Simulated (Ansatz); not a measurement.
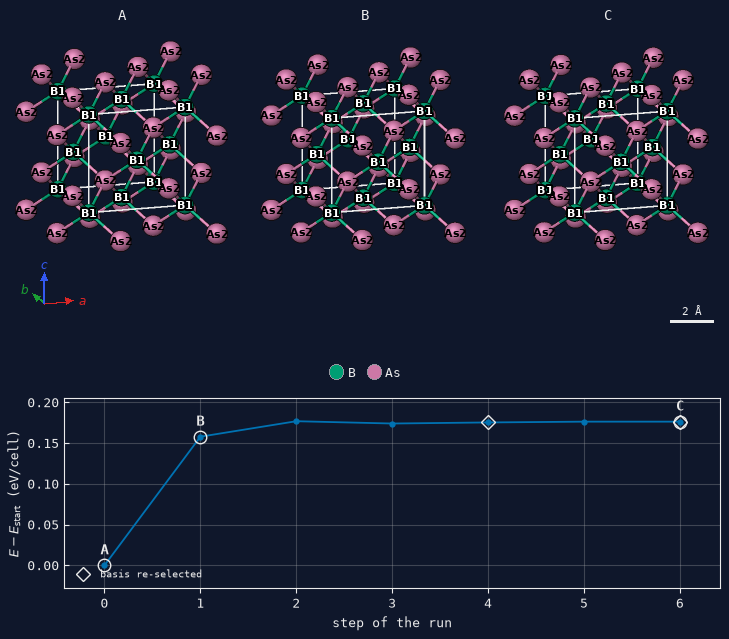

Frames of a relaxation of a crystal of BAs (set up in F-43m), marked on the history of the run. Style: ball-and-stick. Shown: the conventional cell (4 times the calculation's cell), slightly off an axis. Lengths and directions refer to the drawn axes.

Case: relaxed at 20 GPa.

Level of theory: DFT PBE, scalar-relativistic, plane waves, PAW (Ansatz 0.2.0).

Input file:
```yaml
crystal:
  lattice:
    - [0.0, 2.4046443033, 2.4046443033]
    - [2.4046443033, 0.0, 2.4046443033]
    - [2.4046443033, 2.4046443033, 0.0]
  atoms:
    - { symbol: B, position: [0.0, 0.0, 0.0] }
    - { symbol: As, position: [0.75, 0.75, 0.75] }
basis:
  ecutwfc: 420
kpoints:
  mp_grid: { grid: [10, 10, 10] }
hamiltonian:
  xc: pbe
scf:
  occupations: { method: fixed }
output:
  forces: true
  stress: true
  eigenvalues: true
relax:
  adjacent_minimum: "off"
  f_tol: 0.001
  max_steps: 60
  cell: { stress_tol: 0.02, p_target: 20.0 }
```

Run as
```bash
ansatz run input.yaml --threads 1 --pin off --max-ram 3072MiB --backend cpu --events-out ev --progress --plain --runs-dir out
```

Q: Describe the path.

A: Over 4 accepted moves (6 points after the start) the energy rises by 0.176 eV per cell of the calculation. With the target pressure of 20 GPa, the enthalpy E + pV changes by −0.214 eV per cell of the calculation. All forces vanish by symmetry, so only the cell relaxes. Pressure: 0.00 GPa at the start and 20.00 GPa at the end. At 2 points the geometry stayed and the basis and grid were re-selected for the new cell (energy shift of 1.3 meV per cell of the calculation at most each time). The atoms keep their places relative to the cell (all moves are under 0.005 Å). The drawn cell changes as follows: a = b = c 4.809 → 4.622 Å (−3.9 %); the volume changes by −11.2 %. Near-neighbour distances that change, for instance: B1–As2 2.082 → 2.001 Å. The space group stays F-43m (No. 216). From step 0 to 1: volume −10.7 %, energy +0.158 eV per cell of the calculation. From step 1 to 6: volume −0.6 %, energy +18.5 meV per cell of the calculation.

```tsv
step	E − E(0), meV/atom	pressure, GPa	volume, Å³/atom	note
0	0.00	0.00	13.904	
1	78.98	18.88	12.412	
2	88.48	20.19	12.334	
3	87.06	20.00	12.345	
4	87.73	19.93	12.345	same geometry, new basis
5	88.21	20.00	12.341	
6	88.21	20.00	12.341	same geometry, new basis
```
